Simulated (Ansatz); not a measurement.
# Exchange couplings against Cu–Cu distance in antiferromagnetic Ba2CuTeO6 (P-1), PBEsol with U = 6 eV on Cu

Two copper pairs in Ba2CuTeO6 whose lengths differ by less than 0.1 Å can have couplings that differ more than tenfold in size and are opposite in sign. Distance alone therefore does not tell which bonds carry the magnetism. This matters for any insulating magnet considered for spin transport or low-temperature devices, because the network of strong bonds sets the ordering scale and the spin-wave spectrum. We examine couplings J computed by the magnetic force theorem in one collinear antiferromagnetic state. Positive J favours parallel moments, and each shell's part in the mean field is counted as positive when it supports that state.

## Set-up

One system, Ba2CuTeO6 (P-1), in the lowest of the collinear states that were tried (antiferromagnetic, 40 atom(s), 4 counted as magnetic, largest moment 0.61 muB), from cells of the Materials Project database (relaxed there by DFT; measured order: antiferro (arxiv:1603.03531)). Ansatz 0.2.0, plane waves with its default PAW datasets, cutoff 420 eV, collinear spins without spin-orbit coupling, Fermi-Dirac smearing of 0.1 eV. The k mesh is 3×6×4 and the sums for the couplings run over 3×6×4. Functional: PBEsol, Dudarev U (eV) Cu 6. The couplings come from the magnetic force theorem at rigid moments: each moment turns with its exchange field frozen. A second set is taken at constrained moments: the directions are held and the rest of the density and field relaxes in linear response. The mean-field temperature from all couplings of the first set is 72 K. Shells are pairs of one length, elements and relative sign; shells whose pairs differ much, and those beyond half the range that the mesh resolves, are left out. By the count of bands on its mesh the state is insulating, with a gap of 1.37 eV.

Notes on method and selection:

- J is defined by E = -sum over ordered pairs (each pair twice) of J e_i.e_j with unit vectors e, a classical Heisenberg model without biquadratic or multi-spin terms, so J > 0 favours parallel moments and the moment's size is inside J.
- The state is the lowest of a few collinear starts and need not be the true ground state; spin-orbit coupling is left out.
- Far couplings are the most sensitive to the k mesh.
- Couplings at rigid moments can miss in size and sometimes in sign.
- its own couplings prefer another order, at q = (0, -0.5, 0) of this cell, to which the mean-field value belongs
- Ansatz's own search for a lower self-consistent state was switched off in part of these runs, so a run may rest in a state that is not the lowest for its pattern of moments.
- In insulators under a U, antiferromagnetic superexchange from these couplings can differ by one to four tenths from that of total energies at the same settings (constrained couplings mostly lie weaker), so a match with experiment does not fix U.
- Runs whose couplings were flagged as in doubt, moved by over 30 per cent with the upper empty bands, lost their pattern of moments or rest on unlike orbital states are not listed.
- For crystals with 4f or 5f elements only couplings at constrained moments are used, since rigid ones can be several times too large.
- Runs that did not converge, have known faults or may not be shown are not listed, and runs on Ansatz's PAW sets soft_1 and soft_2 are kept to separate tables.

Columns:

- distance (Å): distance of the pair.
- neighbours: such neighbours per magnetic atom.
- pair: elements and relative sign of the two moments in this state.
- J, rigid (meV): mean J of the shell at rigid moments.
- J, constrained (meV): mean J of the same pairs at constrained moments.
- part in mean field (meV): J times neighbours times the relative sign, first set: the shell's part in the mean field that holds this state (negative: it works against the state).

Input lines of one member:

```
magnetization:
  spin_polarized: true
kpoints:
  mp_grid: { grid: [3, 6, 4] }
  band_path:
    path:
      - [0.0, 0.0, 0.0]
      - [0.5, 0.0, 0.0]
      - [0.5, 0.5, 0.0]
      - [0.0, 0.0, 0.0]
      - [0.0, 0.0, 0.5]
      - [0.5, 0.5, 0.5]
      - [0.0, 0.5, 0.0]
    npoints: 11
hamiltonian:
  xc: pbesol
  hubbard:
    sites: [{ species: Cu, l: d, u_eff: 6.0, starting_ns: occupation_matrices }]
    projectors: ortho-atomic
scf:
  occupations: { method: fermi_dirac, width: 0.1 }
  lower_state_search: "off"
output:
  write_bands: true
  eigenstates:
    nscf_kmesh: { grid: [3, 6, 4] }
    top_band: c364
    exchange_couplings: { magnetic: [{ species: Cu }], moments: rigid }
```

Command (options for logging and memory left out): `ansatz run input.yaml`

## Table of results

| member | distance (Å) | neighbours | pair | J, rigid (meV) | J, constrained (meV) | part in mean field (meV) |
| --- | --- | --- | --- | --- | --- | --- |
| Cu–Cu at 5.31 Å, opposed | 5.31 | 1 | Cu–Cu, opposed | −2.328 | −2.361 | 2.328 |
| Cu–Cu at 5.40 Å, opposed | 5.40 | 1 | Cu–Cu, opposed | 0.140 | 0.237 | −0.140 |
| Cu–Cu at 5.41 Å | 5.41 | 1 | Cu–Cu, parallel | 0.146 | 0.247 | 0.146 |
| Cu–Cu at 5.47 Å, opposed | 5.47 | 1 | Cu–Cu, opposed | ? | ? | ? |
| Cu–Cu at 5.74 Å, opposed | 5.74 | 2 | Cu–Cu, opposed | −2.154 | −2.206 | 4.308 |
| Cu–Cu at 5.88 Å | 5.88 | 2 | Cu–Cu, parallel | 0.116 | 0.188 | 0.233 |
| Cu–Cu at 5.88 Å, opposed | 5.88 | 2 | Cu–Cu, opposed | 0.121 | 0.194 | −0.241 |
| Cu–Cu at 7.82 Å | 7.82 | 2 | Cu–Cu, parallel | 0.070 | 0.104 | 0.141 |
| Cu–Cu at 7.92 Å | 7.92 | 2 | Cu–Cu, parallel | 0.093 | 0.087 | 0.187 |
| Cu–Cu at 7.93 Å, opposed | 7.93 | 1 | Cu–Cu, opposed | −0.007 | −0.003 | 0.007 |
| Cu–Cu at 7.95 Å | 7.95 | 1 | Cu–Cu, parallel | −0.008 | −0.003 | −0.008 |
| Cu–Cu at 8.11 Å | 8.11 | 1 | Cu–Cu, parallel | 0.000 | 0.009 | 0.000 |
| Cu–Cu at 8.12 Å, opposed | 8.12 | 1 | Cu–Cu, opposed | 0.000 | 0.009 | 0.000 |
| Cu–Cu at 8.15 Å | 8.15 | 1 | Cu–Cu, parallel | 0.000 | −0.001 | 0.000 |

Cells marked ? are withheld until the estimate has been made.

J, rigid (meV) against distance (Å), members shown (numbers count the rows of the first table from the top):

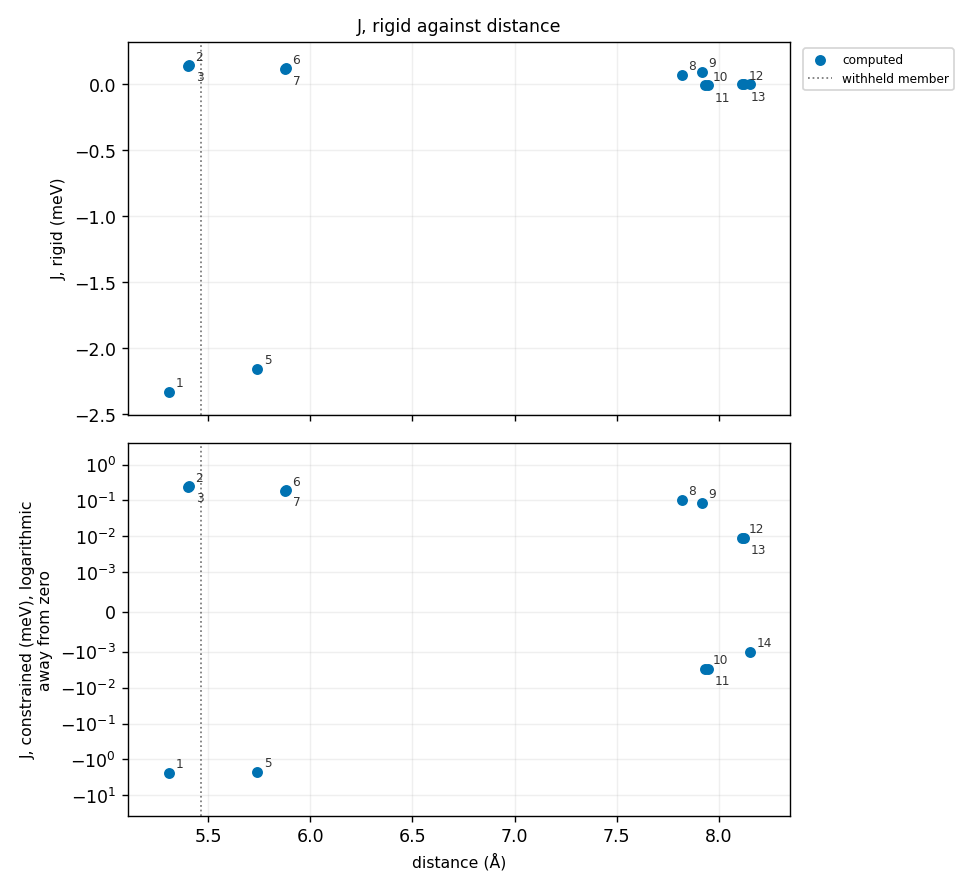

## Why the values move as they do

The couplings do not decay smoothly. At rigid moments J is −2.328 meV at 5.31 Å, +0.140 meV at 5.40 Å and −2.154 meV at 5.74 Å, then +0.116 and +0.121 meV for the two shells at 5.88 Å. From 7.82 Å outwards no listed coupling exceeds 0.093 meV in size, which is smaller than the strongest one by a factor of 2.328 / 0.093 = 25.

The likely reason is orbital orientation. Cu²⁺ has one hole, in a d orbital whose four lobes point at the four nearer oxygens. Where the lobes of both coppers feed a Cu–O–Te–O–Cu path, the hole can hop with amplitude t, and superexchange gives an antiferromagnetic term that grows as t²/U. Where the path runs through an oxygen on the long axis of the octahedron, t is small and weak ferromagnetic terms can prevail. The table lists no bond angles or orbital occupations, so this assignment rests on theory.

Among the shells shown, the pairs at 5.74 Å support the state most, with 2 × 2.154 = 4.308 meV, followed by the single neighbour at 5.31 Å with 2.328 meV. The weak ferromagnetic shells nearly cancel, because about as many of their pairs are opposed as parallel: −0.140 + 0.146 = 0.006 meV near 5.4 Å, and 0.233 − 0.241 = −0.008 meV at 5.88 Å. Strong bonds thus fix the antiparallel alignment along themselves, while the choice among patterns that respect them is left to much smaller couplings. That choice is delicate: the couplings themselves prefer another order than the tabled one.

Constrained moments change the strong couplings little (2.361 / 2.328 = 1.01 at 5.31 Å) but raise the weak one at 5.40 Å by a factor of 0.237 / 0.140 = 1.69. The division into strong and weak shells survives, whereas the small values are less certain.

## Blind estimate

Plain estimates from the members shown:

- Cu–Cu at 5.47 Å, opposed, straight-line interpolation between Cu–Cu at 5.41 Å and Cu–Cu at 5.74 Å, opposed: w = (5.47 − 5.41) / (5.74 − 5.41) = 0.182, so 0.146 + 0.182 × (−2.154 − 0.146) = −0.272 meV

The straight-line value of −0.272 meV assumes a smooth curve in distance, which the neighbouring shells contradict. The mean-field temperature is a better route, since it contains all couplings, including the withheld one.

For classical unit vectors and this definition of J, k_B T = (2/3) S, where S is the sum of the shells' parts and k_B = 0.08617 meV/K. With T = 72 K, S = 3 × 0.08617 × 72 / 2 = 9.31 meV. The listed parts add up to 2.328 − 0.140 + 0.146 + 4.308 + 0.233 − 0.241 + 0.141 + 0.187 + 0.007 − 0.008 = 6.96 meV, which alone would give only 54 K. The missing part is 9.31 − 6.96 = 2.35 meV, and with one neighbour this is also the size of J.

The temperature belongs to the preferred order, not to the tabled one. We assume that the strong bonds are satisfied in both and that the far shells at 7.82 and 7.92 Å keep their parts; the nearly cancelling weak shells then change the sum by only some hundredths of a meV. The sign follows from the size: no ferromagnetic coupling shown exceeds 0.146 meV, while both couplings larger than 2 meV in size are antiferromagnetic. The pair would then be a third strong bond, joining the other two in holding the state.

The main uncertainty is the unlisted shells, which also enter the temperature. Two of them, each as large as the largest far part shown, would give 0.187 × √2 = 0.26 meV if independent. Rounding of the temperature adds at most 3 × 0.08617 × 0.5 / 2 = 0.06 meV. We take 0.3 meV as one standard deviation. The route cannot be tried on another shell while this one is unknown.

**Committed estimate, Cu–Cu at 5.47 Å, opposed: J, rigid = −2.3 ± 0.3 meV.**

## How the estimate fared

| member | distance (Å) | neighbours | pair | J, rigid (meV) | J, constrained (meV) | part in mean field (meV) |
| --- | --- | --- | --- | --- | --- | --- |
| Cu–Cu at 5.47 Å, opposed | 5.47 | 1 | Cu–Cu, opposed | −2.264 | −2.284 | 2.264 |

| member | estimate | J, rigid (meV) | computed | estimate − computed | miss in error bars |
| --- | --- | --- | --- | --- | --- |
| Cu–Cu at 5.47 Å, opposed | committed | −2.300 | −2.264 | −0.036 | 0.1 |
| Cu–Cu at 5.47 Å, opposed | interpolation | −0.272 | −2.264 | +1.992 |  |

J, rigid (meV) against distance (Å) (numbers count the rows of the first table from the top):

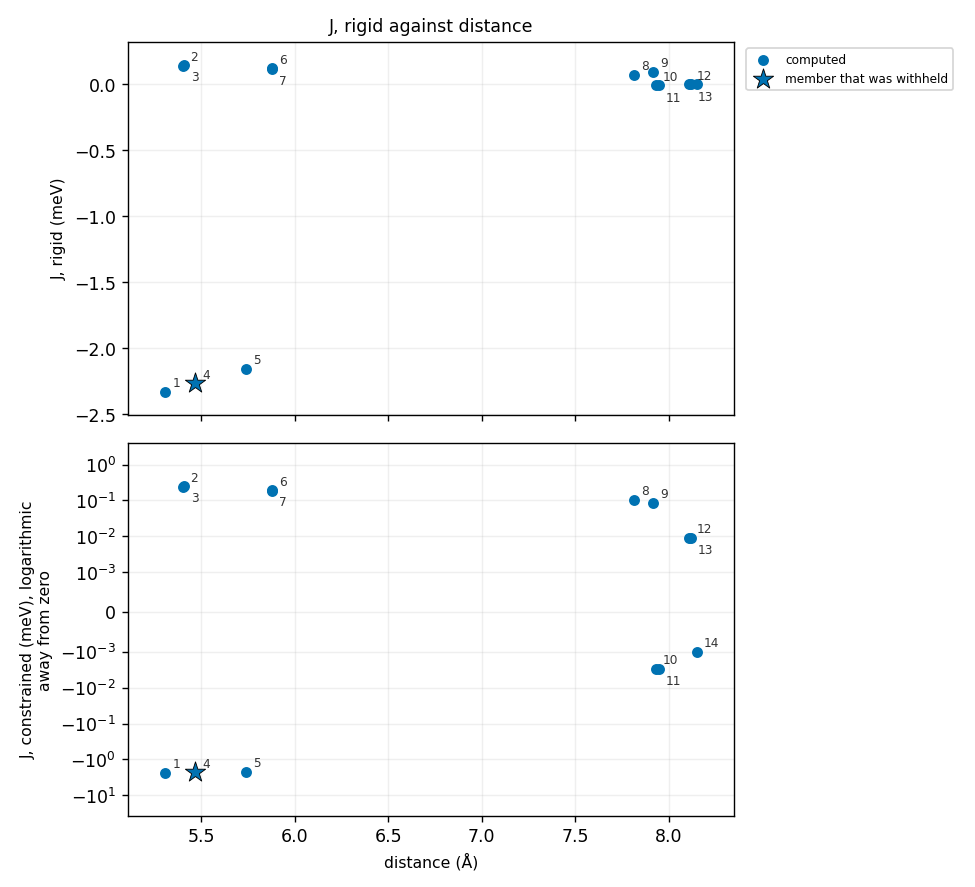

The computed J of −2.264 meV lies well inside the error bar of the estimate, −2.3 ± 0.3 meV, a miss of 0.036 meV. The straight line in distance missed by 1.992 meV and gave less than an eighth of the coupling.

The argument from the mean-field temperature held. With the new shell the listed parts add up to 6.96 + 2.264 = 9.22 meV, against 9.31 meV from the 72 K. The 0.09 meV left over covers the unlisted shells, the change to the preferred order and the rounding of the temperature. That order must therefore keep the strong bonds antiparallel, as we had assumed. Our allowance of 0.26 meV for unlisted shells was generous, although their parts may also have cancelled.

The result fits superexchange through favourably oriented orbitals, since the strong bond at 5.47 Å follows directly on a weak one at 5.41 Å. It shows that distance does not select the strong bonds, but it does not identify the oxygen path. The temperature route used the sum of the couplings and would have worked for any microscopic cause.

## Exceptions

No shell looks like a stray value; the series splits into two groups. Three shells, at 5.31, 5.47 and 5.74 Å, have J between −2.328 and −2.154 meV, while no other listed coupling exceeds 0.146 meV in size. The negative sign and the size of the three are what superexchange gives when the half-filled orbitals of both coppers point into the bridge.

These three shells also fix the shape of the magnetic network. The bonds at 5.74 Å form straight chains with alternating moments, so parallel moments in one chain are at least 2 × 5.74 = 11.48 Å apart. The partners of a copper at 5.31 and 5.47 Å are parallel to each other and at most 5.31 + 5.47 = 10.78 Å apart, so they belong to different chains. The strong bonds therefore join the chains into a sheet. Experiments on this compound are usually described by two-leg ladders with weaker coupling between them, a contrast that these two nearly equal cross bonds do not reproduce.

Among the far shells, the one at 7.92 Å has 0.093 meV, against −0.007 meV at 7.93 Å. A different exchange path is possible, but couplings this small and distant are also the most exposed to the coarse k mesh.

## Rules of thumb and their limits

Between 5.31 and 8.15 Å, three antiferromagnetic shells supply 2.328 + 2.264 + 4.308 = 8.90 of the 9.22 meV in the listed mean field. A missing strong coupling can be recovered from the mean-field temperature if the other strong ones are known and the preferred order satisfies them all; the one test here missed by 0.036 meV. A weak coupling cannot be found this way, because the remainder is as large as the coupling itself.

For spin-wave programs that use +J′ S·S once per pair with S = 1/2, J′ = −8J. The bond at 5.47 Å then has J′ = 8 × 2.264 = 18.1 meV, antiferromagnetic.

Two limits remain. Total energies could change each strong coupling by one to four tenths, roughly 0.2 to 0.9 meV, which is more than the 0.17 meV spread among them, so their ranking is not secure. Thermal and quantum fluctuations, both strong for spin 1/2 in weakly coupled sheets, push the real ordering temperature well below the mean-field value.

[Logs are printed without paths, hosts, clocks, repeated set-up lines and the standing remarks that a program may print on its own settings, such as how far it seeks lower states.]
